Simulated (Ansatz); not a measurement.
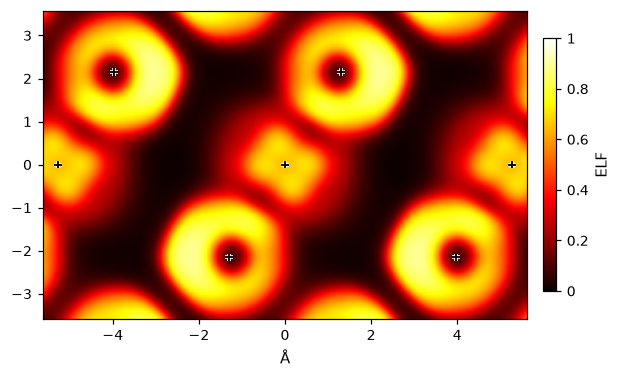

The electron localisation function on a plane through atoms (crosses mark nuclei in the plane).

These are results of DFT, HSE06, plane waves, PAW (Ansatz 0.2.0), not measurements.

Candidates:
A. PtSe₂, a = 3.73 Å, b = 3.73 Å, c = 5.28 Å, α = 90.00°, β = 90.00°, γ = 120.00°. Space group P-3m1; started from the measured structure prototype, which need not be the ambient phase; not relaxed (largest force 0.3 eV/Å).
B. Ge, a = 5.68 Å, b = 5.68 Å, c = 5.68 Å, α = 90.00°, β = 90.00°, γ = 90.00°. Space group Fd-3m; started from the measured structure prototype, which need not be the ambient phase.

Which candidate gave the map?

Answer. Candidate A: PtSe₂ on the (110) plane of the conventional cell, which holds Pt and Se. Pt–Se (2.51 Å): the ELF is about 0.50 at the midpoint.
